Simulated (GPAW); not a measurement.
# zinc-blende (ZnS)₁₋ₓ(ZnSe)ₓ at x = 1: the Zn K absorption edge

What does the Zn K edge look like in zinc-blende (ZnS)₁₋ₓ(ZnSe)ₓ at x = 1?

Main program and level: GPAW 26.7.0; X-ray absorption from dipole matrix elements to empty bands, plane-wave PAW PBE.

**1. The starting structure**

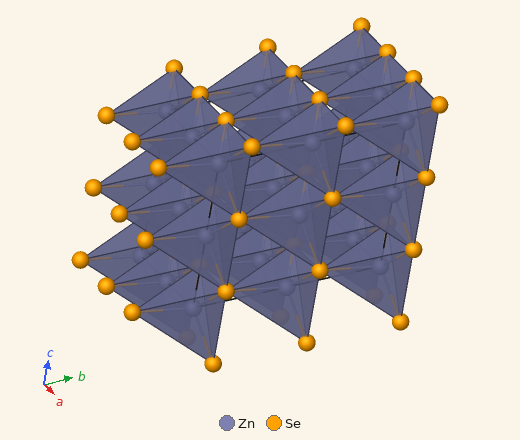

Start, viewed slightly off an axis; zinc blue, selenium orange. Some periodic images of atoms are drawn too.

Coordinates:

```cif
data_structure
_symmetry_space_group_name_H-M 'F-43m'
_symmetry_Int_Tables_number 216
_cell_length_a 5.6680
_cell_length_b 5.6680
_cell_length_c 5.6680
_cell_angle_alpha 90.000
_cell_angle_beta 90.000
_cell_angle_gamma 90.000
_cell_volume 182.09
loop_
_atom_site_label
_atom_site_type_symbol
_atom_site_symmetry_multiplicity
_atom_site_Wyckoff_symbol
_atom_site_fract_x
_atom_site_fract_y
_atom_site_fract_z
_atom_site_occupancy
Zn1 Zn 4 a 0.00000 0.00000 0.00000 1
Se1 Se 4 c 0.25000 0.75000 0.75000 1
```

**2. The field without a hole**

A plain self-consistent run shows whether there is a gap, which decides the set-up of the core-hole run.

The input, scf.py:

```python
import numpy as np
from ase import Atoms
from ase.parallel import parprint, paropen
from gpaw import GPAW, PW, FermiDirac, Mixer, MixerDif, setup_paths
from gpaw.test import gen
setup_paths.insert(0, '.')
gen('Zn', name='nch1s', xcname='PBE', corehole=(1, 0, 0), write_xml=True)
from gpaw.mpi import world
world.barrier()

atoms = Atoms('ZnSeZnSeZnSeZnSeZnSeZnSeZnSeZnSe',
    cell=[[0, 5.668, 5.668],
     [5.668, 0, 5.668],
     [5.668, 5.668, 0]],
    scaled_positions=[[0, 0, 0],
     [0.125, 0.125, 0.125],
     [0, 0, 0.5],
     [0.125, 0.125, 0.625],
     [0, 0.5, 0],
     [0.125, 0.625, 0.125],
     [0, 0.5, 0.5],
     [0.125, 0.625, 0.625],
     [0.5, 0, 0],
     [0.625, 0.125, 0.125],
     [0.5, 0, 0.5],
     [0.625, 0.125, 0.625],
     [0.5, 0.5, 1],
     [0.625, 0.625, 0.125],
     [0.5, 0.5, 0.5],
     [0.625, 0.625, 0.625]],
    pbc=True)
atoms.calc = calc = GPAW(legacy_gpaw=True, mode=PW(400, force_complex_dtype=True), xc='PBE', setups={0: 'nch1s'},
    kpts={'size': (4, 4, 4), 'gamma': True}, occupations=FermiDirac(0.05),
    charge=0, mixer=Mixer(0.1, 5, 50), maxiter=150,
    convergence={'density': 0.0001, 'eigenstates': 1e-6}, txt='scf.txt')
energy = atoms.get_potential_energy() + calc.get_reference_energy()
ef = calc.get_fermi_level()
out = dict(energy=energy, fermi=ef, forces=atoms.get_forces().tolist())
parprint(f'all-electron energy {energy:.4f} eV, Fermi level {ef:.4f} eV')
ev = np.array([[calc.get_eigenvalues(k, s) for k in range(len(calc.get_ibz_k_points()))] for s in range(calc.get_number_of_spins())])
out['homo'], out['lumo'], out['counts'] = ev[ev < ef].max(), ev[ev > ef].min(), sorted(set((ev < ef).sum((0, 2)).tolist()))
out['filled'] = (ev[:, 0] < ef).sum(1).tolist()
import json
with paropen('out.json', 'w') as f:
    json.dump(out, f)
```

The run is started by

```console
> OMP_NUM_THREADS=1 mpirun -n 4 gpaw python scf.py
```

Numbers of over 12 decimals in the logs are rounded to 6 here.

The log of the run:

```text
Input parameters:
  convergence: {density: 0.0001,
                eigenstates: 1e-06}
  kpts: {gamma: True,
         size: (4, 4, 4)}
  maxiter: 150
  mixer: {backend: pulay,
          beta: 0.1,
          method: separate,
          nmaxold: 5,
          weight: 50}
  mode: {ecut: 400.0,
         force_complex_dtype: True,
         name: pw}
  occupations: {fixmagmom: False,
                name: fermi-dirac,
                width: 0.05}
  setups: {0: nch1s}
  xc: PBE

Initialize ...

[... PAW data sets ...]

Reference energy: -919718.870980  # eV

Spin-paired calculation

[... convergence settings ...]
Symmetries present (total): 24
  [... symmetry matrices ...]

64 k-points: 4 x 4 x 4 Monkhorst-Pack grid + [1/8,1/8,1/8]
8 k-points in the irreducible part of the Brillouin zone
       k-points in crystal coordinates                weights
   0:     0.00000000    0.00000000    0.00000000          1/64
   1:     0.25000000    0.25000000    0.00000000          6/64
   2:     0.25000000    0.25000000    0.25000000          8/64
   3:     0.50000000    0.25000000   -0.25000000          6/64
   4:     0.50000000    0.25000000    0.25000000         12/64
   5:     0.50000000    0.50000000    0.00000000          3/64
   6:     0.50000000    0.50000000    0.25000000         24/64
   7:     0.50000000    0.50000000    0.50000000          4/64

Wave functions: Plane wave expansion
  Cutoff energy: 400.000 eV
  Number of coefficients (min, max): 6586, 6652
  Pulay-stress correction: 0.000000 eV/Ang^3 (de/decut=0.000000)
  Using FFTW library
  Wavefunction extrapolation:
    Improved wavefunction reuse through dual PAW basis

Occupation numbers: Fermi-Dirac:
  width: 0.0500  # eV

Eigensolver
   Davidson(niter=2)

Densities:
  Coarse grid: 40*40*40 grid
  Fine grid: 80*80*80 grid
  Total Charge: 0.000000

Density mixing:
  Method: separate
  Backend: pulay
  Linear mixing parameter: 0.1
  old densities: 5
  Width of damping distribution: 1.1
  Damping of long wavelength oscillations: 50

[... Hamiltonian set-up ...]
Number of atoms: 16
Number of atomic orbitals: 104
Number of bands in calculation: 91
Number of valence electrons: 144
Bands to converge: occupied

... initialized

Initializing position-dependent things.

Density initialized from atomic densities
Creating initial wave functions:
  91 bands from LCAO basis set

                             Se
                                  Zn
                    Se   Zn
                      Se

             Se             Se
                  Zn
                   Se
         Zn            Zn
                    Se
            SeZn
                Zn

       Zn

Atomic positions and initial magnetic moments

Positions:
   0 Zn     0.000000    0.000000    0.000000    ( 0.0000,  0.0000,  0.0000)
   1 Se     1.417000    1.417000    1.417000    ( 0.0000,  0.0000,  0.0000)
   2 Zn     2.834000    2.834000    0.000000    ( 0.0000,  0.0000,  0.0000)
   3 Se     4.251000    4.251000    1.417000    ( 0.0000,  0.0000,  0.0000)
   4 Zn     2.834000    0.000000    2.834000    ( 0.0000,  0.0000,  0.0000)
   5 Se     4.251000    1.417000    4.251000    ( 0.0000,  0.0000,  0.0000)
   6 Zn     5.668000    2.834000    2.834000    ( 0.0000,  0.0000,  0.0000)
[...]
13 Se     4.251000    4.251000    7.085000    ( 0.0000,  0.0000,  0.0000)
  14 Zn     5.668000    5.668000    5.668000    ( 0.0000,  0.0000,  0.0000)
  15 Se     7.085000    7.085000    7.085000    ( 0.0000,  0.0000,  0.0000)

Unit cell:
           periodic     x           y           z      points  spacing
  1. axis:    yes    0.000000    5.668000    5.668000    40     0.1636
  2. axis:    yes    5.668000    0.000000    5.668000    40     0.1636
  3. axis:    yes    5.668000    5.668000    0.000000    40     0.1636

  Lengths:   8.015762   8.015762   8.015762
  Angles:   60.000000  60.000000  60.000000

Effective grid spacing dv^(1/3) = 0.1785

iter:   1   -49.045357
iter:   2   -49.317434   -0.30  -1.23
iter:   3   -48.353245   -1.17  -1.29
iter:   4   -48.483190   -1.66  -1.59
iter:   5   -48.708220   -1.52  -1.71
iter:   6   -48.496637   -2.61  -2.08
iter:   7   -48.414637   -2.56  -2.49
iter:   8   -48.410402   -3.35  -2.90
iter:   9   -48.407871c  -3.27  -3.08
iter:  10   -48.407559c  -4.32  -3.39
iter:  11   -48.407520c  -5.48  -3.79
iter:  12   -48.407554c  -4.55  -3.85
iter:  13   -48.407587c  -5.59  -3.89
iter:  14   -48.407390c  -5.04  -3.88
iter:  15   -48.407398c  -5.92  -4.60c
iter:  16   -48.407394c  -7.15c -4.60c

Converged after 16 iterations.

Dipole moment: (-28.844287, -28.844287, -28.844287) |e|*Ang

Energy contributions relative to reference atoms: (reference = -919718.870980)

Kinetic:       +108.959621
Potential:      -92.401892
External:        +0.000000
XC:             -64.262757
Entropy (-ST):   -0.000000
Local:           -0.702366
SIC:             +0.000000
--------------------------
Free energy:    -48.407394
Extrapolated:   -48.407394

Showing only first 2 kpts
 Kpt  Band  Eigenvalues  Occupancy
  0    70      3.87053    2.00000
  0    71      3.87053    2.00000
  0    72      5.16735    0.00001
  0    73      6.42008    0.00000

  1    70      3.44725    2.00000
  1    71      3.44725    2.00000
  1    72      6.59271    0.00000
  1    73      7.10691    0.00000

Fermi level: 4.55349

Gap: 1.297 eV
Transition (v -> c):
  (s=0, k=0, n=71, [0.00, 0.00, 0.00]) -> (s=0, k=0, n=72, [0.00, 0.00, 0.00])
No difference between direct/indirect transitions

Forces in eV/Ang:
  0 Zn    0.00000    0.00000    0.00000
  1 Se   -0.00001   -0.00001   -0.00001
  2 Zn   -0.00000   -0.00000   -0.00001
  3 Se    0.00001    0.00001   -0.00001
  4 Zn    0.00000   -0.00001    0.00000
  5 Se    0.00001   -0.00001    0.00001
  6 Zn    0.00001    0.00000   -0.00000
[...]
13 Se    0.00000    0.00000   -0.00000
 14 Zn    0.00000    0.00000    0.00000
 15 Se   -0.00000   -0.00000   -0.00000
Scalar-relativistic atomic PBE calculation for Zn (Zinc, Z=30)
Core hole in 1s state (1s occupation: 2.0)
600 radial gridpoints.
|------------------------------------------------|
|------------------------------------------------|
[... the atom generator's iteration count ...]

Energy contributions:
-------------------------
Kinetic:    +1823.613160
XC:           -71.504391
Potential:  -3547.729445
-------------------------
Total:      -1795.620676

state      eigenvalue         ekin         rmax
-----------------------------------------------
1s^2.0 :  -349.886846   450.954911        0.033
2s^2.0 :   -42.553114    85.456797        0.189
2p^6.0 :   -36.898923    83.258415        0.152
3s^2.0 :    -4.747216    18.925213        0.588
3p^6.0 :    -3.065290    16.692437        0.592
3d^10.0:    -0.372700    11.038803        0.566
4s^2.0 :    -0.219651     1.423087        2.092
4p^0.0 :    -0.041035     0.518678        3.084
-----------------------------------------------
(units: Bohr and Hartree)

Generating PAW setup
Kinetic energy of the core from tauc = 1727.898395
Cutoffs:
rc(s)=2.430
rc(p)=2.400
rc(d)=2.230
rc(vbar)=2.260
rc(comp)=2.200
rc(nct)=2.430

Kinetic energy of the core states: 1710.378955
Charge: 0.0
Core electrons: 18.0
Valence electrons: 12.0
Pseudo-core charge: 0.104275
Shape function alpha=2.066
Pseudo-electron charge 3.892839
state    eigenvalue         norm
--------------------------------
4s(2) :    -0.219651     1.125459
*s    :     0.780349
4p(0) :    -0.041035     1.007410
*p    :     0.958965
3d(10):    -0.372700     0.153765
*d    :     0.627300
--------------------------------

Diagonalizing with gridspacing h=0.050

state   all-electron     PAW
-------------------------------
4s:      -0.219651    -0.219820
4p:      -0.041035    -0.041071
3d:      -0.372700    -0.373322
*f:                    0.071886
-------------------------------
all-electron energy -919767.2784 eV, Fermi level 4.5535 eV
```

Elapsed: 88 s, on 4 MPI ranks of Arm Neoverse N1, shared host; peak memory 0.35 GiB.

The mesh shows a gap of 1.30 eV. The excited electron is kept all the same, so that all members of the series, with or without a gap, are treated alike.

**3. Cell without a hole, the energy reference**

The photon energy needs a difference of total energies, so the cell and mesh of the coming hole run are first run without a hole.

scf.py, as its differences from that of step 2:

```diff
@@ -26,3 +26,3 @@
      [0.625, 0.125, 0.625],
-     [0.5, 0.5, 1],
+     [0.5, 0.5, 0],
      [0.625, 0.625, 0.125],
@@ -32,3 +32,3 @@
 atoms.calc = calc = GPAW(legacy_gpaw=True, mode=PW(400, force_complex_dtype=True), xc='PBE', setups={0: 'nch1s'},
-    kpts={'size': (4, 4, 4), 'gamma': True}, occupations=FermiDirac(0.05),
+    kpts={'size': (3, 3, 3), 'gamma': True}, occupations=FermiDirac(0.02),
     charge=0, mixer=Mixer(0.1, 5, 50), maxiter=150,
```

The log of the run:

```text
Input parameters:
  convergence: {density: 0.0001,
                eigenstates: 1e-06}
  kpts: {gamma: True,
         size: (3, 3, 3)}
  maxiter: 150
  mixer: {backend: pulay,
          beta: 0.1,
          method: separate,
          nmaxold: 5,
          weight: 50}
  mode: {ecut: 400.0,
         force_complex_dtype: True,
         name: pw}
  occupations: {fixmagmom: False,
                name: fermi-dirac,
[...]
*s    :     0.780349
4p(0) :    -0.041035     1.007410
*p    :     0.958965
3d(10):    -0.372700     0.153765
*d    :     0.627300
--------------------------------

Diagonalizing with gridspacing h=0.050

state   all-electron     PAW
-------------------------------
4s:      -0.219651    -0.219820
4p:      -0.041035    -0.041071
3d:      -0.372700    -0.373322
*f:                    0.071886
-------------------------------
all-electron energy -919767.2341 eV, Fermi level 4.3474 eV
[key lines of the parts left out:]
Converged after 13 iterations.
Dipole moment: (-28.827399, -28.827399, -28.827399) |e|*Ang
Free energy:    -48.363121
Fermi level: 4.34740
```

It took 45 s on 4 MPI ranks; peak memory 0.34 GiB; 3 min of CPU time.

Reference energy: -919767.234 eV with the cores included.

(Continued in part 2 of 2.)

[Banner, clock and machine lines of the logs are left out without a mark of their own.]

[Logs are printed without paths, hosts, clocks, repeated set-up lines and the standing remarks that a program may print on its own settings, such as how far it seeks lower states.]

[Hosts, paths, dates, database ids (printed as entryN), source tags and the programs' standing remarks are cut or masked in the printed files.]

[Lists of maxima count a maximum above −3 eV only where it reaches 4 % of the highest in the window and stands out from its surroundings by 2 % of it (1.5 % where it reaches 55 %); shoulders and weaker maxima are passed over, and of the rest the first, up to two pre-edge ones and the few strongest are named.]
